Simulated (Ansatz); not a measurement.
**Geometry relaxation, with input and output: TaN (part 1 of 2)**

System: TaN (Fm-3m, 2 atoms in the cell).
Method: DFT PBEsol, scalar-relativistic, plane waves, PAW, no spin polarisation (Ansatz 0.2.0).

The structure derives from an entry of the Crystallography Open Database.

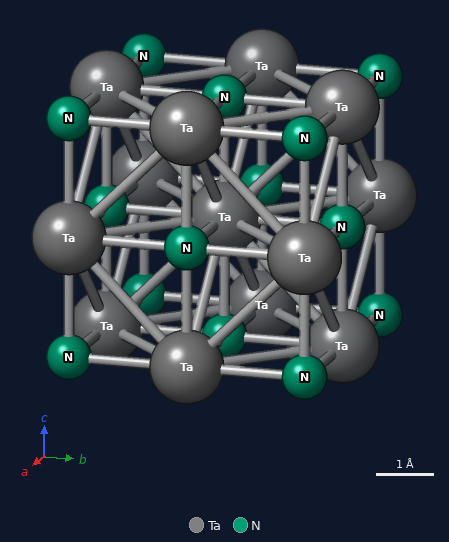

Figure 1. The input geometry (ball-and-stick view of the cell 4 times as large as that of the calculation, set on its symmetry axes, seen slightly off an axis). Near neighbours in the crystal (not all of them lie inside the picture): Ta has 6 N at 2.18 Å and 12 Ta at 3.08 Å; N has 6 Ta at 2.18 Å.

Input file
```yaml
crystal:
  lattice:
    - [0.0, 2.179, 2.179]
    - [2.179, 0.0, 2.179]
    - [2.179, 2.179, 0.0]
  atoms:
    - { symbol: Ta, position: [0.5, 0.5, 0.5] }
    - { symbol: "N", position: [0.0, 0.0, 0.0] }
basis:
  ecutwfc: 420
kpoints:
  mp_grid: { grid: [16, 16, 16] }
hamiltonian:
  xc: pbesol
scf:
  occupations: { method: gaussian, width: 0.1 }
output:
  forces: true
  stress: true
  eigenvalues: true
  write_density: true
  write_potential: true
  elf: true
  volumetric_format: npy
relax:
  adjacent_minimum: "off"
  f_tol: 0.005
  max_steps: 80
  cell: { stress_tol: 0.05 }
```

Run as:
```bash
ansatz run input.yaml --threads 1 --pin off --max-ram 3072MiB --backend cpu --events-out ev --progress --plain --runs-dir out
```

What the program printed
```
Engine: ansatz 0.2.0, x86_64-unknown-linux-gnu
Pseudopotentials: kind: paw
Pseudopotential: Ta, paw, valence charge 13, recommended cutoff 420 eV (normal), Ta.paw.azcp
Pseudopotential: N, paw, valence charge 5, recommended cutoff 420 eV (normal), N.paw.azcp
Functional definition: PBEsol
  exchange = pbesol_x
  correlation = pbesol_c
Crystal: 2 atoms, lattice volume = 20.692 Å³
Basis set: ecut = 420 eV, 411 PW (Γ), exchange–correlation on 48×48×48 points (8 copies of the dense FFT grid, shifted against one another)
Bands: 13, of which v1, the nominal top of the filled ones, is band 9 counted from 1 (8 counted from 0)
Symmetry: 48 space group operations
Space group: Fm-3m (ITA 225), of the structure as read, at distance tolerance 2.7e-5 Å
k-points: 145 of 4096
Non-local potential: Ta, projectors of the file, l = 0: 3, l = 1: 2, l = 2: 2, l = 3: 1
Non-local potential: N, projectors of the file, l = 0: 2, l = 1: 2, l = 2: 1
PAW form: soft (Blöchl's): semilocal exchange-correlation on the pseudo side does not see the compensation charge
PAW frozen core: Ta, regenerated for the run's functional, and the local potential with it (the file was generated under x = pbe(κ = 0.804, μ = 0.2195149727645171), c = pbe(β = 0.06672455060314922))
PAW frozen core: N, regenerated for the run's functional, and the local potential with it (the file was generated under x = pbe(κ = 0.804, μ = 0.2195149727645171), c = pbe(β = 0.06672455060314922))
PAW one-centre angular grid: Ta, 590 points (default); XC on 64 Gauss nodes
PAW one-centre angular grid: N, 110 points (default); XC on 64 Gauss nodes
Initial density: superposition of atomic densities (neutral atoms: chi_scale 0, normalization atom), corrected by the library's trained network
Initial wavefunctions: pseudopotential atomic-orbital guess
Functional: x = pbesol(κ = 0.804, μ = 0.12345679012345678), c = pbesol(β = 0.046)
SCF iter   1: F=—  HF=-10187.066633 eV  |F-HF|=—  |Δ(HF+E_count)|=         —  Δρ=1.47e-2  dr2=4.60e-2  ethr=1.77e-3  ⟨swp⟩=5.7  Hψ=22428  notcnv=0  defer=79
automatic band count: the SCF goes on with 17 bands, as 13 were too few: the levels above may hold too much charge
preconditioner: auto → none  [metal: Δε(μ)=0.060 eV  Ē_g=15.820 eV  σ=0.100 eV  W_gap=0.30  n_scr=8 (ndim 8)  ℏωp=25.8 eV  f_vac=0.000  D(μ)=1.11/eV (n_scr^D=14)  sad-step TF]
SCF iter   2: F=—  HF=-10187.060268 eV  |F-HF|=—  |Δ(HF+E_count)|=   6.37e-3  Δρ=9.68e-3  dr2=2.16e-2  ethr=2.56e-4  ⟨swp⟩=1.0  Hψ=3625  notcnv=0  defer=80
SCF iter   3: F=—  HF=-10187.054993 eV  |F-HF|=—  |Δ(HF+E_count)|=   5.27e-3  Δρ=9.19e-4  dr2=1.20e-4  ethr=1.20e-4  ⟨swp⟩=2.1  Hψ=2680  notcnv=0  defer=82
SCF iter   4: F=—  HF=-10187.054927 eV  |F-HF|=—  |Δ(HF+E_count)|=   6.54e-5  Δρ=1.21e-4  dr2=3.70e-6  ethr=6.66e-7  ⟨swp⟩=2.6  Hψ=3495  notcnv=0  defer=82
SCF iter   5: F=—  HF=-10187.054925 eV  |F-HF|=—  |Δ(HF+E_count)|=   1.96e-6  Δρ=1.44e-5  dr2=1.63e-8  ethr=2.05e-8  ⟨swp⟩=2.7  Hψ=3242  notcnv=0  defer=82
SCF iter   6: F=-10187.054925 eV  HF=-10187.054925 eV  |F-HF|=2.22e-10  |Δ(HF+E_count)|=   4.21e-9  Δρ=1.89e-6  dr2=1.38e-10  ethr=9.08e-11  ⟨swp⟩=9.0  Hψ=14617  notcnv=0
SCF 1 converged in 6 iterations: F = -10187.054925 eV  dr2 = 1.38e-10
  greatest PAW one-centre occupation: 1.000 electrons in one spin orbital (limit 2), on the Ta atom at site 0 (counted from 0), in its partial waves of l = 0
relax step   1: F+E_penalty+E_count = -10187.05492534 eV  Δ(F+E_penalty+E_count) = +0.000e0 eV  max|allowed force component| = 2.505e-29 eV/Å  Δτ_max = 0.0000 Å  P = +4.488 GPa  Ω = 20.692 Å³  (6 SCF iters, dr2 threshold 1.00e-7 eV, accepted)
Crystal: 2 atoms, lattice volume = 21.040 Å³
Bands: 17, of which v1, the nominal top of the filled ones, is band 9 counted from 1 (8 counted from 0)
Initial density: handed on by an earlier stage of this run
Initial wavefunctions: those handed on with the density
iter 1 solved again at ethr=9.97e-6 eV; its pass at ethr=3.10e-3 eV (dr2=1.79e-3 eV) is discarded
SCF iter   1: F=—  HF=-10187.057168 eV  |F-HF|=—  |Δ(HF+E_count)|=         —  Δρ=2.87e-3  dr2=1.70e-3  ethr=9.97e-6  ⟨swp⟩=2.6  Hψ=13933  notcnv=0
preconditioner: auto → none  [metal: Δε(μ)=0.011 eV  Ē_g=15.656 eV  σ=0.100 eV  W_gap=0.06  n_scr=8 (ndim 8)  ℏωp=25.6 eV  f_vac=0.000  D(μ)=1.13/eV (n_scr^D=14)]
SCF iter   2: F=—  HF=-10187.056830 eV  |F-HF|=—  |Δ(HF+E_count)|=   3.38e-4  Δρ=1.06e-3  dr2=2.76e-4  ethr=9.45e-6  ⟨swp⟩=1.0  Hψ=2468  notcnv=0
SCF iter   3: F=—  HF=-10187.056762 eV  |F-HF|=—  |Δ(HF+E_count)|=   6.77e-5  Δρ=1.70e-4  dr2=6.57e-6  ethr=1.53e-6  ⟨swp⟩=1.0  Hψ=2468  notcnv=0
SCF iter   4: F=—  HF=-10187.056760 eV  |F-HF|=—  |Δ(HF+E_count)|=   2.07e-6  Δρ=2.42e-5  dr2=1.01e-7  ethr=3.65e-8  ⟨swp⟩=1.6  Hψ=2707  notcnv=0
iter 5 did not close the SCF: its close was put off for the readings that it lacked (scf_convergence_deferred on its scf_iter line)
SCF iter   5: F=-10187.056760 eV  HF=-10187.056760 eV  |F-HF|=7.69e-10  |Δ(HF+E_count)|=   4.30e-8  Δρ=5.16e-6  dr2=3.10e-9  ethr=5.60e-10  ⟨swp⟩=2.1  Hψ=3570  notcnv=0
SCF iter   6: F=-10187.056760 eV  HF=-10187.056760 eV  |F-HF|=1.06e-10  |Δ(HF+E_count)|=  5.69e-10  Δρ=9.69e-7  dr2=1.31e-10  ethr=1.72e-11  ⟨swp⟩=4.7  Hψ=10427  notcnv=0
SCF 2 converged in 6 iterations: F = -10187.056760 eV  dr2 = 1.31e-10
relax step   2: F+E_penalty+E_count = -10187.05675969 eV  Δ(F+E_penalty+E_count) = -1.834e-3 eV  max|allowed force component| = 3.865e-29 eV/Å  Δτ_max = 0.0000 Å  P = -1.666 GPa  Ω = 21.040 Å³  energy of the carried Pulay correction = -1.137e-3 eV  (6 SCF iters, dr2 threshold 2.00e-7 eV, accepted)
Crystal: 2 atoms, lattice volume = 20.945 Å³
iter 1 solved again at ethr=6.98e-7 eV; its pass at ethr=3.10e-3 eV (dr2=1.26e-4 eV) is discarded
SCF iter   1: F=—  HF=-10187.057606 eV  |F-HF|=—  |Δ(HF+E_count)|=         —  Δρ=7.66e-4  dr2=1.21e-4  ethr=6.98e-7  ⟨swp⟩=2.6  Hψ=13075  notcnv=0
preconditioner: auto → none  [metal: Δε(μ)=0.015 eV  Ē_g=15.729 eV  σ=0.100 eV  W_gap=0.09  n_scr=8 (ndim 8)  ℏωp=25.7 eV  f_vac=0.000  D(μ)=1.12/eV (n_scr^D=14)]
SCF iter   2: F=—  HF=-10187.057582 eV  |F-HF|=—  |Δ(HF+E_count)|=   2.40e-5  Δρ=2.82e-4  dr2=1.94e-5  ethr=6.70e-7  ⟨swp⟩=1.0  Hψ=2471  notcnv=0
SCF iter   3: F=—  HF=-10187.057578 eV  |F-HF|=—  |Δ(HF+E_count)|=   4.72e-6  Δρ=4.55e-5  dr2=4.65e-7  ethr=1.08e-7  ⟨swp⟩=1.0  Hψ=2476  notcnv=0
iter 4 did not close the SCF: its close was put off for the readings that it lacked (scf_convergence_deferred on its scf_iter line)
SCF iter   4: F=-10187.057577 eV  HF=-10187.057577 eV  |F-HF|=4.17e-9  |Δ(HF+E_count)|=   1.23e-7  Δρ=6.47e-6  dr2=7.04e-9  ethr=2.58e-9  ⟨swp⟩=1.6  Hψ=2693  notcnv=0
iter 5 did not close the SCF: its close was put off for the readings that it lacked (scf_convergence_deferred on its scf_iter line)
SCF iter   5: F=-10187.057577 eV  HF=-10187.057577 eV  |F-HF|=5.28e-11  |Δ(HF+E_count)|=   2.99e-9  Δρ=1.38e-6  dr2=2.18e-10  ethr=3.91e-11  ⟨swp⟩=2.1  Hψ=3613  notcnv=0
SCF iter   6: F=-10187.057577 eV  HF=-10187.057577 eV  |F-HF|=1.82e-12  |Δ(HF+E_count)|=  3.46e-11  Δρ=2.66e-7  dr2=9.83e-12  ethr=1.21e-12  ⟨swp⟩=4.4  Hψ=9521  notcnv=0
SCF 3 converged in 6 iterations: F = -10187.057577 eV  dr2 = 9.83e-12
relax step   3: F+E_penalty+E_count = -10187.05757744 eV  Δ(F+E_penalty+E_count) = -8.178e-4 eV  max|allowed force component| = 4.155e-29 eV/Å  Δτ_max = 0.0000 Å  P = -0.033 GPa  Ω = 20.945 Å³  energy of the carried Pulay correction = -8.272e-4 eV  (6 SCF iters, dr2 threshold 2.00e-7 eV, accepted)
Initial wavefunctions: pseudopotential atomic-orbital guess (no wavefunctions were taken with the density)
iter 1 solved again at ethr=3.06e-8 eV; its pass at ethr=3.10e-3 eV (dr2=5.50e-6 eV) is discarded
SCF iter   1: F=—  HF=-10187.058455 eV  |F-HF|=—  |Δ(HF+E_count)|=         —  Δρ=7.41e-5  dr2=1.90e-7  ethr=3.06e-8  ⟨swp⟩=3.2  Hψ=18977  notcnv=0
preconditioner: auto → none  [metal: Δε(μ)=0.015 eV  Ē_g=15.726 eV  σ=0.100 eV  W_gap=0.08  n_scr=8 (ndim 8)  ℏωp=25.7 eV  f_vac=0.000  D(μ)=1.12/eV (n_scr^D=14)]
SCF iter   2: F=—  HF=-10187.058456 eV  |F-HF|=—  |Δ(HF+E_count)|=   2.40e-7  Δρ=3.49e-5  dr2=3.26e-8  ethr=1.05e-9  ⟨swp⟩=2.1  Hψ=3170  notcnv=0
SCF iter   3: F=—  HF=-10187.058456 eV  |F-HF|=—  |Δ(HF+E_count)|=   4.06e-8  Δρ=3.12e-6  dr2=3.41e-10  ethr=1.81e-10  ⟨swp⟩=2.0  Hψ=3073  notcnv=0
iter 4 did not close the SCF: its close was put off for the readings that it lacked (scf_convergence_deferred on its scf_iter line)
SCF iter   4: F=-10187.058456 eV  HF=-10187.058456 eV  |F-HF|=3.64e-12  |Δ(HF+E_count)|=  4.78e-10  Δρ=1.38e-7  dr2=2.34e-12  ethr=1.89e-12  ⟨swp⟩=2.0  Hψ=2960  notcnv=0
iter 5 did not close the SCF: its close was put off for the readings that it lacked (scf_convergence_deferred on its scf_iter line)
SCF iter   5: F=-10187.058456 eV  HF=-10187.058456 eV  |F-HF|=1.82e-12  |Δ(HF+E_count)|=    0.00e0  Δρ=2.97e-8  dr2=9.97e-14  ethr=1.00e-12  ⟨swp⟩=1.0  Hψ=2465  notcnv=0
iter 6 did not close the SCF: its close was put off for the readings that it lacked (scf_convergence_deferred on its scf_iter line)
SCF iter   6: F=-10187.058456 eV  HF=-10187.058456 eV  |F-HF|=1.82e-12  |Δ(HF+E_count)|=  5.46e-12  Δρ=3.09e-9  dr2=2.41e-15  ethr=1.00e-12  ⟨swp⟩=1.0  Hψ=2465  notcnv=0
iter 7 did not close the SCF: its close was put off for the readings that it lacked (scf_convergence_deferred on its scf_iter line)
SCF iter   7: F=-10187.058456 eV  HF=-10187.058456 eV  |F-HF|=3.64e-12  |Δ(HF+E_count)|=  3.64e-12  Δρ=3.45e-10  dr2=1.65e-17  ethr=1.00e-12  ⟨swp⟩=1.0  Hψ=2465  notcnv=0
SCF iter   8: F=-10187.058456 eV  HF=-10187.058456 eV  |F-HF|=1.82e-12  |Δ(HF+E_count)|=  1.82e-12  Δρ=7.07e-11  dr2=4.52e-19  ethr=1.00e-12  ⟨swp⟩=1.8  Hψ=5764  notcnv=0
SCF 4 converged in 8 iterations: F = -10187.058456 eV  dr2 = 4.52e-19
relax step   4: F+E_penalty+E_count = -10187.05845575 eV  Δ(F+E_penalty+E_count) = -8.783e-4 eV  max|allowed force component| = 3.155e-29 eV/Å  Δτ_max = 0.0000 Å  P = +0.034 GPa  Ω = 20.945 Å³  stress off target by 3.37e-2 GPa  SCF on the basis re-selected at this cell (its energy is not comparable with the rows above)  (8 SCF iters)
```

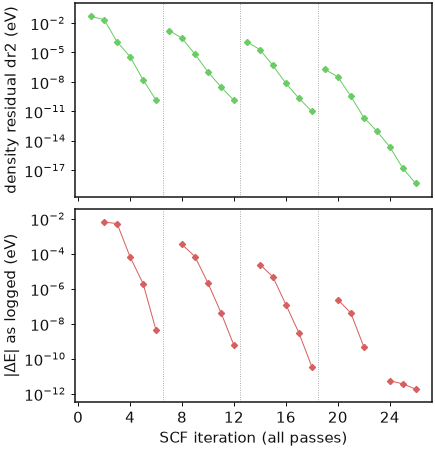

Figure 2. Convergence of the self-consistent field: density residual dr2 and size of the energy change against the SCF iteration. The dotted lines part the SCF passes of the relaxation: geometry steps, rejected trials and re-solves on a re-selected basis. The passes take 6, 6, 6 and 8 iterations.

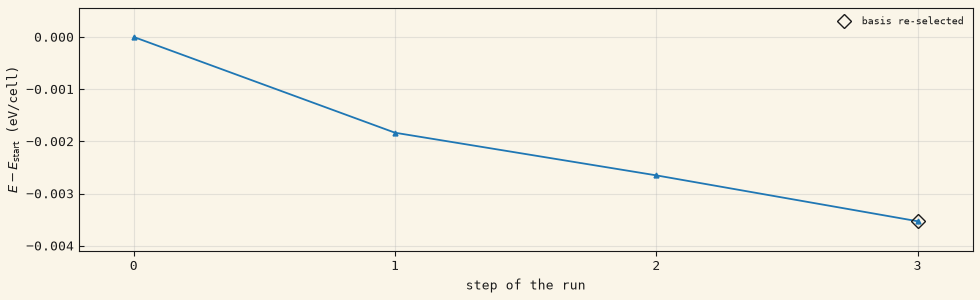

Figure 3. Progress of the relaxation, step by step (the first geometry is step 0 here and step 1 in the log). The atoms keep their places relative to the cell (all moves are under 0.005 Å). The energy falls by 2.7 meV per cell of the calculation in 2 geometry steps. All forces vanish by symmetry, so only the cell relaxes. Pressure: 4.49 GPa at the start and 0.03 GPa at the end. A last SCF at the same geometry on a re-selected plane-wave basis shifts the energy by −0.9 meV per cell of the calculation.
